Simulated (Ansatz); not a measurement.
The calculation's input:

```
crystal:
  lattice:
    - [4.0976668513, 0.0, 0.0]
    - [2.0488334257, -3.5486835895, -3.8283122367]
    - [2.0488334256, 3.5486835895, -3.8283122367]
  atoms:
    - { symbol: Cd, position: [0.7653972088, 0.2346027912, 0.2346027912] }
    - { symbol: Cd, position: [0.2653972088, 0.7346027912, 0.7346027912] }
    - { symbol: S, position: [0.6731027913, 0.6602305421, 0.9935638754] }
    - { symbol: S, position: [0.1731027912, 0.1602305421, 0.4935638754] }
basis:
  ecutwfc: 420
kpoints:
  mp_grid: { grid: [8, 8, 8] }
hamiltonian:
  xc: pbe
  dispersion: d3bj
scf:
  occupations: { method: gaussian, width: 0.05 }
output:
  forces: true
  stress: true
  eigenvalues: true
  write_density: true
  write_potential: true
  elf: true
  volumetric_format: npy
```

Run with:

```sh
ansatz run input.yaml --threads 1 --pin off --max-ram 2560MiB --backend cpu --events-out ev --progress --plain --runs-dir out
```

Space group P3m1; a structure from a database of computed crystals, not necessarily the ambient phase.

Method: DFT PBE+D3(BJ), scalar-relativistic, plane waves, PAW in Ansatz 0.2.0.

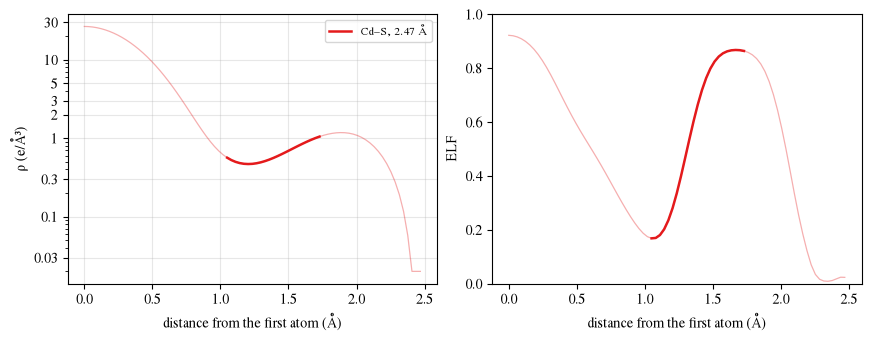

CdS. Valence pseudo-density and electron localisation function along straight lines between neighbouring atoms. Thin, pale parts lie inside the atomic spheres.

The density is the valence pseudo-density of a PAW calculation; it isn't the true density close to the nuclei.

Question: What can be read from the curves?

Answer: Cd–S (2.47 Å): the density is about 0.47 e/Å³ at the midpoint; the ELF peaks at about 0.85 in the valence shell of S, 0.8 Å from its nucleus, and is about 0.35 at the midpoint.
